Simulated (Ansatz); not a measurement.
The Ansatz input:

```
crystal:
  lattice:
    - [-2.747904, 2.747904, 5.48630144]
    - [2.747904, -2.747904, 5.48630144]
    - [2.747904, 2.747904, -5.48630144]
  atoms:
    - { symbol: Cu, position: [0.0, 0.0, 0.0] }
    - { symbol: Cu, position: [0.75, 0.25, 0.5] }
    - { symbol: Zn, position: [0.25, 0.75, 0.5] }
    - { symbol: Sn, position: [0.5, 0.5, 0.0] }
    - { symbol: S, position: [0.37161, 0.88441, 0.9996] }
    - { symbol: S, position: [0.11559, 0.11519, 0.4872] }
    - { symbol: S, position: [0.88481, 0.37201, 0.0004] }
    - { symbol: S, position: [0.62799, 0.62839, 0.5128] }
  symmetry: { detect: false, time_reversal: true }
kpoints:
  mp_grid: { grid: [5, 5, 5], shift: [0, 0, 0] }
  band_path:
    path:
      - [0.0, 0.0, 0.0]
      - [0.0, 0.0, 0.5]
      - [0.25, 0.25, 0.25]
      - [0.0, 0.5, 0.0]
      - [0.0, 0.0, 0.0]
      - [0.5, 0.5, -0.5]
      - [0.31271679, 0.68728321, -0.31271679]
      - [-0.31271679, 0.31271679, 0.31271679]
      - [0.0, 0.0, 0.0]
      - [0.0, 0.0, 0.5]
      - [-0.12543357, 0.12543357, 0.5]
    npoints: 6
magnetization:
  spin_polarized: true
scf:
  occupations: { method: fermi_dirac, width: 0.0138 }
  lower_state_search: "off"
  max_iter: 200
hamiltonian:
  pseudopotentials: { kind: paw }
  xc: r2scan
  hubbard:
    projectors: all-electron-ortho-atomic
    sites: [{ species: Cu, l: d, u_eff: 6.95 }]
basis:
  ecutwfc: 500
  fft_grid_basis: typed
output:
  forces: true
  stress: true
  eigenvalues: true
  bader: true
  populations: true
  elf: true
  write_potential: true
  volumetric_format: npy
  dos:
    e_range: [-12, 8]
    de: 0.05
    projected: { site_lists: { Cu: [Cu], S: [S], Sn: [Sn], Zn: [Zn] } }
checkpoint:
  read: saved_state
```

Predict the main features of the band structure. The path is Γ–X–P–N–Γ–M–S–S0–Γ–X–R.

The bands leave a gap. The gap along this path is 1.28 eV and direct: both edges lie at Γ. The top valence level at Γ is a single band, not degenerate (spin aside). The next level lies only 0.06 eV lower. The top valence band spans 1.0 eV and the lowest conduction band 1.3 eV. The direct gaps are 3.23 eV at N, 2.57 eV at P and 2.60 eV at R.

The run started without moments.

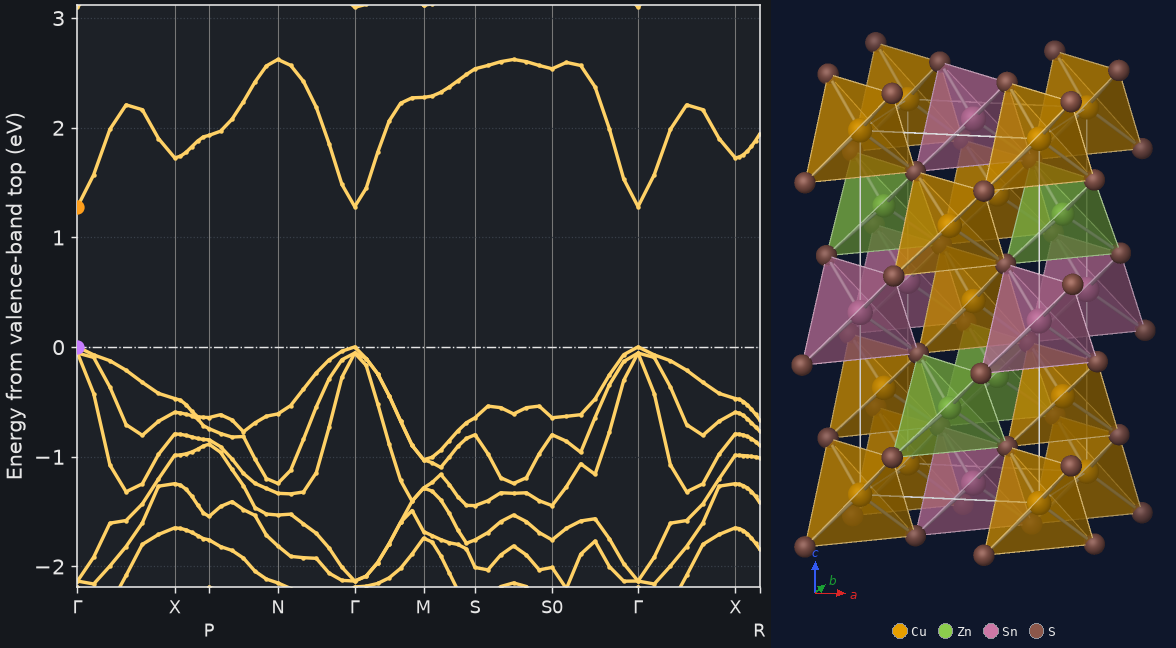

Band structure, beside the structure. Energies are counted from the top of the valence band. The path runs straight from each named point to the next. The path has few k points, so lines between them are rough.
